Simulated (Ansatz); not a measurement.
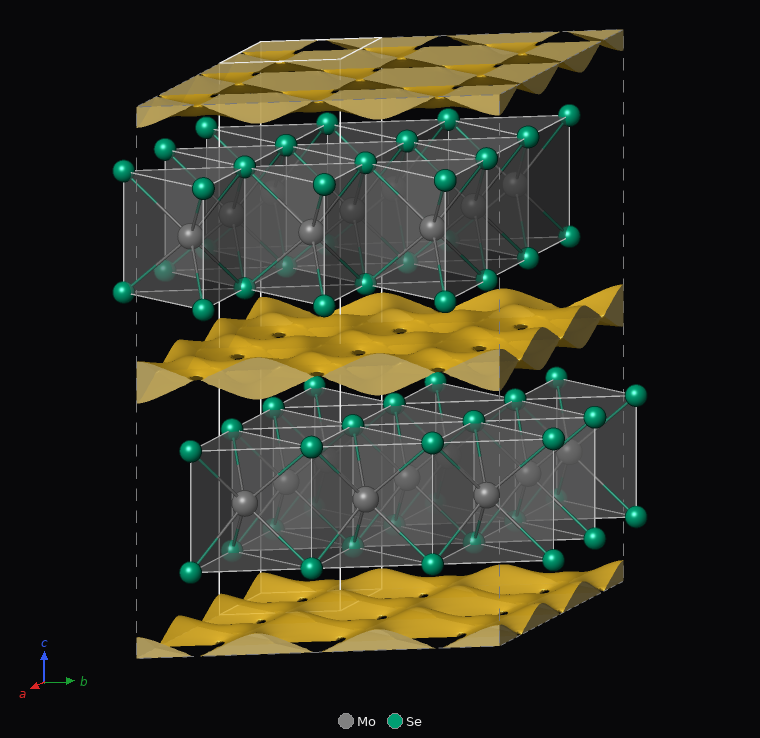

Bond-valence mismatch map for Ag+ in MoSe$_{2}$ (P6_3/mmc, No. 194): the yellow surface encloses the points where |V − 1| < 0.6 v.u. (3×3×1 cells, view slightly off an axis). Pale faces close the region where the drawn box cuts it.

At each point the valence sum V of an Ag+ ion is computed from the anions within 5 Å (s = exp((R0 − d)/b), R0 fitted to published crystal structures with b = 0.37 Å; R0: Ag+–Se 2.187 Å). Points too close to the other cations are excluded (2.3 Å from Mo). Ag+ is a guest here, not part of the formula. This is an empirical screen for pathways, not an energy calculation.

Source of the atomic positions: the end point of a relaxation with Ansatz 0.2.0, DFT PBE, scalar-relativistic, plane waves, PAW.

```
CELL_PARAMETERS angstrom
3.32080 0.00000 0.00000
-1.66040 2.87590 0.00000
0.00000 0.00000 15.16450
ATOMIC_POSITIONS crystal
Mo 0.33333 0.66667 0.25000
Mo 0.66667 0.33333 0.75000
Se 0.33333 0.66667 0.63996
Se 0.66667 0.33333 0.13996
Se 0.33333 0.66667 0.86004
Se 0.66667 0.33333 0.36004
```

### How are the low-mismatch regions connected?

The regions form a two-dimensional network in layers parallel to (001).

### At which mismatch do paths open?

From a mismatch of about 0.45 v.u. the regions form a two-dimensional network in layers parallel to (001). No third dimension opens below 0.7 v.u. These are grid estimates, good to about 0.1 v.u.
